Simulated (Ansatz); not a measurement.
```yaml
crystal:
  lattice:
    - [3.95910, 0.00000, 0.00000]
    - [0.00000, 12.09440, 0.00000]
    - [0.00000, 0.00000, 4.03150]
  atoms:
    - { symbol: Ti, position: [0.00000, 0.35100, 0.00000] }
    - { symbol: Ti, position: [0.50000, 0.85100, 0.00000] }
    - { symbol: Ti, position: [0.00000, 0.64900, 0.00000] }
    - { symbol: Ti, position: [0.50000, 0.14900, 0.00000] }
    - { symbol: Al, position: [0.00000, 0.00000, 0.00000] }
    - { symbol: Al, position: [0.50000, 0.50000, 0.00000] }
    - { symbol: Al, position: [0.00000, 0.17600, 0.50000] }
    - { symbol: Al, position: [0.50000, 0.67600, 0.50000] }
    - { symbol: Al, position: [0.00000, 0.82400, 0.50000] }
    - { symbol: Al, position: [0.50000, 0.32400, 0.50000] }
    - { symbol: Al, position: [0.00000, 0.50000, 0.50000] }
    - { symbol: Al, position: [0.50000, 0.00000, 0.50000] }
```

Space group Cmmm; not relaxed (largest force 0.9 eV/Å); computed pressure about −3 GPa in this cell; computed without spin polarisation.

All numbers below come from DFT PBEsol, scalar-relativistic, plane waves, PAW in Ansatz.

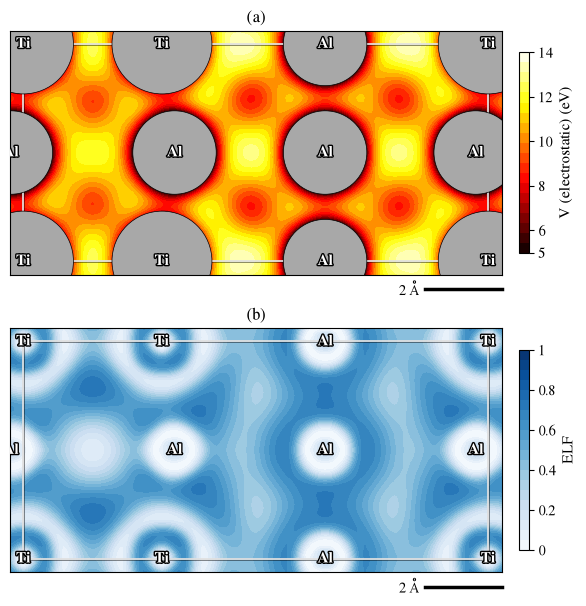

TiAl$_{2}$. (a) electrostatic potential energy of an electron; (b) ELF on the (101) plane of the conventional cell. Grey discs cover the atomic cores in the potential map.

In a PAW calculation such maps are meaningful between the atoms, not at the nuclei.

**Interpret the plot.**

- The section cuts through Ti and Al sites.
- Al–Al (2.83 Å): the ELF peaks at about 0.70 between the atoms.
- Ti–Al (2.84 Å): the ELF is about 0.35 at the midpoint.
- The features right at Ti lie inside the PAW spheres, where the map follows smoothed inner orbitals and isn't to be read closely.
- Outside the cores the potential energy rises away from the atoms and is highest about 2.0 Å from the nearest atoms; its zero is arbitrary.

**Metal or insulator at this level of theory?**

It is metallic or semimetallic at this level of theory: no gap opens.
